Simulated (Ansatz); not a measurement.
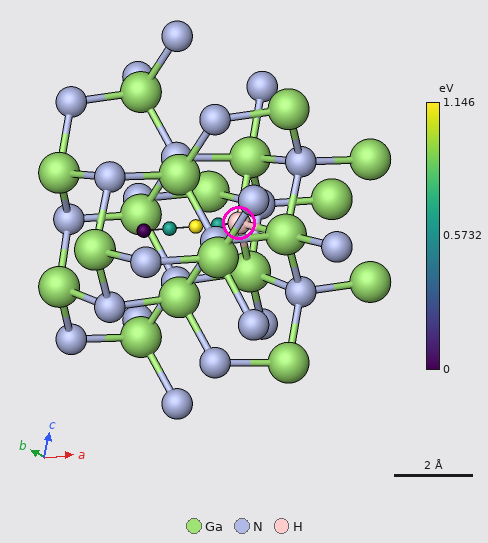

NEB run on a defect cell of composition Ga$_{6}$HN$_{6}$ (cell charge −1) (13 atoms in the cell). Images are numbered from 0 (start) to 4 (end). The start is drawn whole; smaller spheres mark the moving atoms (H) in the later images, joined by lines and coloured by the energy of the image relative to the start. A ball-and-stick model of the atoms within 4.9 Å of the middle of the path, seen slightly off an axis. The moving atom is ringed, with any periodic copies. Bonds to atoms that aren't drawn are left out.

Theory: DFT PBE, scalar-relativistic, plane waves, PAW in Ansatz.

The input:
```yaml
crystal:
  lattice:
    - [0.0, 0.0, -5.2431684262]
    - [4.827556226, 2.7871908866, 0.0]
    - [1.0e-10, -5.5743817732, 0.0]
  atoms:
    - { symbol: Ga, position: [0.5009730351, 0.6664445665, 0.6664487534] }
    - { symbol: Ga, position: [0.5009868261, 0.3335638758, -7.918e-06] }
    - { symbol: Ga, position: [0.5009413774, 0.9999879999, 0.3334868562] }
    - { symbol: Ga, position: [0.0007888931, 0.3103589092, 0.3103623611] }
    - { symbol: Ga, position: [0.0007570114, 4.1442e-06, 0.6897046292] }
    - { symbol: Ga, position: [0.0007754407, 0.6896695552, 7.918e-06] }
    - { symbol: "N", position: [0.1323631079, 0.6459481533, 0.6459514911] }
    - { symbol: "N", position: [0.1323686887, 0.3540706089, 1.62724e-05] }
    - { symbol: "N", position: [0.1323135936, 1.0000132561, 0.3540524879] }
    - { symbol: "N", position: [0.6215710558, 0.3387088259, 0.3386939207] }
    - { symbol: "N", position: [0.6215165409, -4.1442e-06, 0.6612372584] }
    - { symbol: "N", position: [0.6215786195, 0.6612958806, -1.89791e-05] }
    - { symbol: H, position: [0.8817855737, 2.37919e-05, -8.13381e-05] }
total_charge: -1
basis:
  ecutwfc: 420
  xc_grid: 2
kpoints:
  mp_grid: { grid: [3, 3, 3], shift: [0.0, 0.0, 0.0] }
hamiltonian:
  xc: pbe
scf:
  occupations: { method: gaussian, width: 0.02 }
output:
  forces: true
neb:
  images: 3
  f_tol: 0.05
  max_iterations: 70
  order_check: false
  final_atoms:
    - { symbol: Ga, position: [0.5007754407, 0.6896616372, 0.6896695552] }
    - { symbol: Ga, position: [0.5007570114, 0.310299515, 4.1442e-06] }
    - { symbol: Ga, position: [0.5007888931, 0.9999965482, 0.3103589092] }
    - { symbol: Ga, position: [0.0009868261, 0.3335717939, 0.3335638758] }
    - { symbol: Ga, position: [0.0009730351, -4.1869e-06, 0.6664445665] }
    - { symbol: Ga, position: [0.0009413774, 0.6665011437, -1.20001e-05] }
    - { symbol: "N", position: [0.1215786195, 0.6613148597, 0.6612958806] }
    - { symbol: "N", position: [0.1215165409, 0.3387585974, -4.1442e-06] }
    - { symbol: "N", position: [0.1215710558, 1.0000149053, 0.3387088259] }
    - { symbol: "N", position: [0.6323686887, 0.3540543366, 0.3540706089] }
    - { symbol: "N", position: [0.6323631079, -3.3378e-06, 0.6459481533] }
    - { symbol: "N", position: [0.6323135936, 0.6459607681, 1.32561e-05] }
    - { symbol: H, position: [0.3817855737, 0.00010513, 2.37919e-05] }
```

Command:
```bash
ansatz run input.yaml --threads 4 --pin off --max-ram 10240MiB --backend cpu --events-out ev --progress --plain --runs-dir out
```

**Describe the path and its energy.**

The H atom travels furthest, 2.62 Å from end to end, along −a, on a straight line. At the highest image its nearest neighbour (Ga) is 1.87 Å away, against 1.84 Å at the start, and the surrounding atoms stand up to 0.15 Å off the mean of their end positions. The two ends have the same energy, and the highest point, image 2, lies 1.15 eV above the start. The band converged in 5 iterations, with a climbing image at the top.

Limits of the set-up: the periodic images lie only 5.2 Å apart, so the values are limited by the cell's size; the cell is charged, on a uniform background, and energies carry no finite-size correction.

Cost: 75 s on 4 threads of Arm Neoverse V2, with other jobs on the host, peak memory 0.9 GiB.
